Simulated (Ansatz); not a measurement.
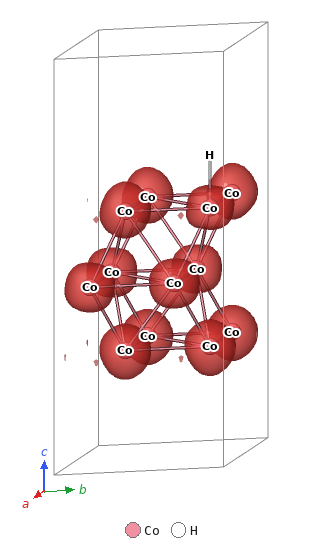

Figure 1: Co12H (slab). Isosurface of the spin density (up minus down) at +0.2 e/Å³ (red), seen slightly off an axis. Sticks mark near contacts.

Spin-polarised.

Theory: DFT PBE+D3(BJ), scalar-relativistic, plane waves, PAW (Ansatz).

Core electrons are frozen (PAW), and the valence fields are smoothed inside the atomic spheres.

### Where is the spin, and how is it ordered?

The spin density sits on Co: +1.8 μB (×11) and +1.1 μB in one cell of 13 atoms: parallel main moments (a ferromagnetic arrangement) in this solution. The cell of the calculation (13 atoms) carries 20.2 μB of net spin moment.
